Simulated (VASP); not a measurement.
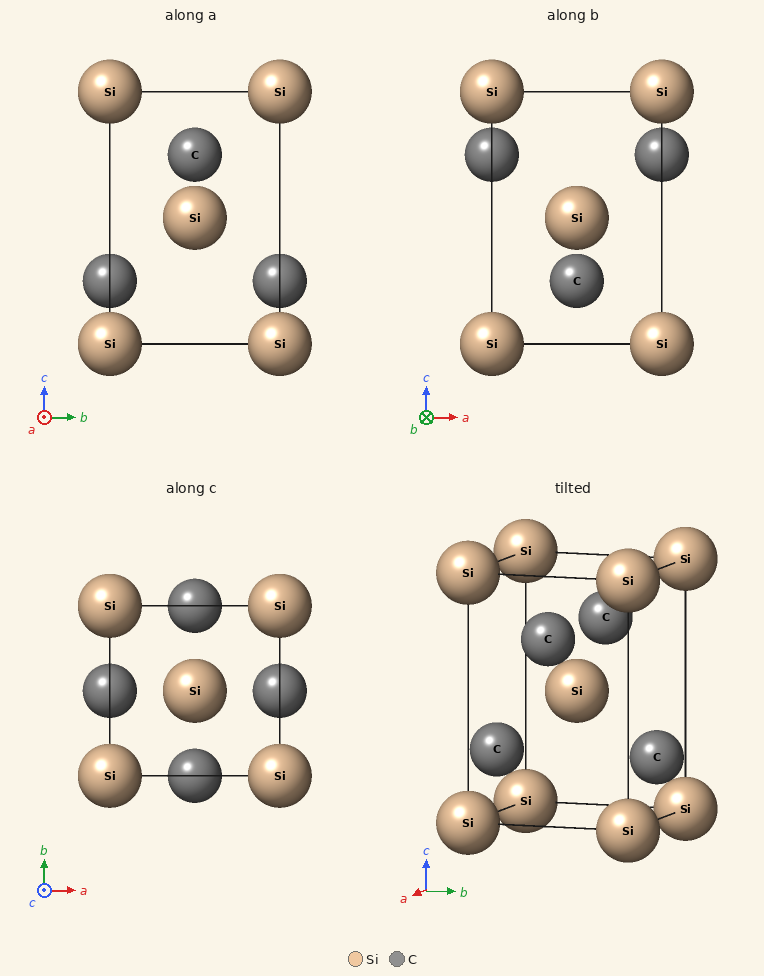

Spheres-only representation of a periodic structure, projected along the a axis, along the b axis, along the c axis and slightly off an axis. The parallelepiped is the conventional unit cell.

Lattice parameters: a = 3.080 Å, b = 3.080 Å, c = 4.574 Å, α = 90.00°, β = 90.00°, γ = 90.00°.

Record the structure as a table of Wyckoff sites.

Space group I-4m2 (No. 119).
```
atom  site       x       y       z
  Si    2a  0.0000  0.0000  0.0000
   C    2d  0.5000  0.0000  0.2500
```

The structure was taken from a structure type filled with these elements by a generator (whether the compound takes this form wasn't checked). The cell was then strained or its atoms displaced on purpose. It was the input of a calculation with VASP.

At this level of theory the cell isn't at rest (stretched, at -7 GPa), so its distances can differ from those at equilibrium, the more so the softer the solid.
